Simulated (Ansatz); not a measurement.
**Mg: density, localisation and related maps**

The calculation's input:

```
crystal:
  lattice:
    - [0.0, 3.4835, 3.4835]
    - [3.4835, 0.0, 3.4835]
    - [3.4835, 3.4835, 0.0]
  atoms:
    - { symbol: Mg, position: [0.0, 0.0, 0.0] }
    - { symbol: Mg, position: [0.25, 0.25, 0.25] }
    - { symbol: Mg, position: [0.75, 0.75, 0.75] }
hamiltonian:
  xc: blyp
  pseudopotentials: { kind: paw }
  dispersion: d4
kpoints:
  mp_grid: { grid: [7, 7, 7] }
scf:
  occupations: { method: fermi_dirac, width: 0.05 }
output:
  forces: true
  stress: true
  eigenvalues: true
  write_density: true
  write_potential: true
  elf: true
  volumetric_format: npy
relax:
  f_tol: 0.01
  max_steps: 40
  cell: { stress_tol: 0.05 }
```

Launched as:

```sh
ansatz run input.yaml --threads 2 --pin off --max-ram 5632MiB --backend cpu --events-out ev --progress --plain --runs-dir out
```

Below, planes, directions and counts refer to the conventional cell (a = 6.92 Å, b = 6.92 Å, c = 6.92 Å, α = 90.00°, β = 90.00°, γ = 90.00°).

The fields are those of the run's last geometry, not of the input's.

Space group Fm-3m; a generated structure, not necessarily the stable one.

Theory: Kohn-Sham DFT of a periodic cell, BLYP with D4, Ansatz PAW (Ansatz).

In a PAW calculation such maps are meaningful between the atoms, not at the nuclei.

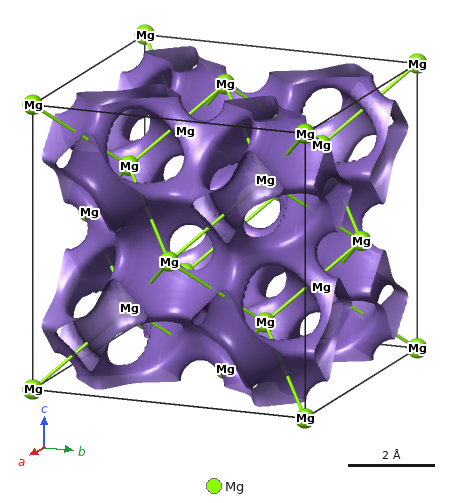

Figure 1. Isosurface of the electron localisation function at 0.55 (purple), seen slightly off an axis. Core shells and regions of very low density are left out. Sticks mark near contacts.

Describe the localisation domains.

Answer. At this value the surface marks out one network that runs through the whole crystal, counted in one cell of 12 atoms. Regions shared between cells count once. There are no localised bonds or lone pairs at this value. Along the contacts the grid gives the following. Mg–Mg (2.99 Å): the ELF peaks at about 0.70 between the atoms.

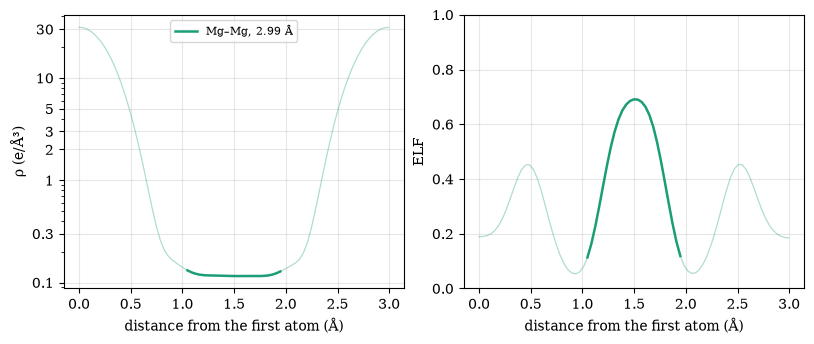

Figure 2. Valence charge density (pseudo) and electron localisation function along straight lines between neighbouring atoms. Thin, pale parts lie inside the atomic spheres.

What can be read from the curves?

Answer. Mg–Mg (2.99 Å): ρ at the midpoint is about 0.12 e/Å³; the ELF peaks at about 0.70 between the atoms.

Metal or insulator at this level of theory?

Answer. It is metallic or semimetallic at this level of theory: no gap opens.
